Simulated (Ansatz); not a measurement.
Given this structure:

```cif
data_structure
_symmetry_space_group_name_H-M 'P 1'
_symmetry_Int_Tables_number 1
_cell_length_a 4.8857
_cell_length_b 5.7479
_cell_length_c 6.6101
_cell_angle_alpha 90.000
_cell_angle_beta 90.000
_cell_angle_gamma 90.000
_cell_volume 185.63
loop_
_atom_site_label
_atom_site_type_symbol
_atom_site_fract_x
_atom_site_fract_y
_atom_site_fract_z
_atom_site_occupancy
Cd1 Cd 0.00000 0.00000 0.00000 1
Se1 Se 0.50000 0.00000 0.00000 1
Cd2 Cd 0.00000 0.50000 0.50000 1
Se2 Se 0.50000 0.50000 0.50000 1
Cd3 Cd 0.50000 0.00000 0.50000 1
Se3 Se 0.00000 0.00000 0.50000 1
Cd4 Cd 0.50000 0.50000 0.00000 1
Se4 Se 0.00000 0.50000 0.00000 1
```

Characterise the structure given above.

Answer. Formula: CdSe. Symmetry: Fmmm (No. 69), face-centred orthorhombic lattice. Cell content 4 Cd, 4 Se; Z = 4. The polyhedra are CdSe4 squares; they share corners and edges. Around each Cd lie four Se in a distorted square planar arrangement at 2.44 to 2.87 Å. Around each Se lie four Cd in a distorted square planar arrangement at 2.44 to 2.87 Å. The bonds build CdSe layers parallel to (001).

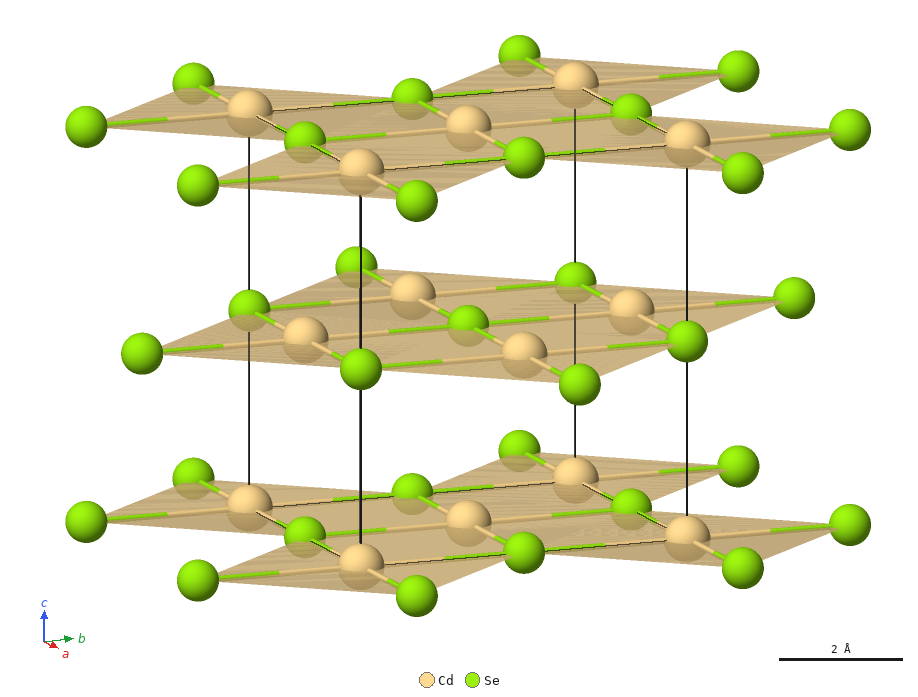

Crystal structure, polyhedral style, seen slightly off an axis. The wireframe shows the conventional unit cell. A few atoms beyond the faces are included.

The starting point was a structure listed in the Materials Project. The cell was then strained or its atoms displaced on purpose. It was run through Ansatz as a DFT input.

At this level of theory the cell isn't at rest (compressed, at 7 GPa), so its distances can differ from those at equilibrium, the more so the softer the solid.
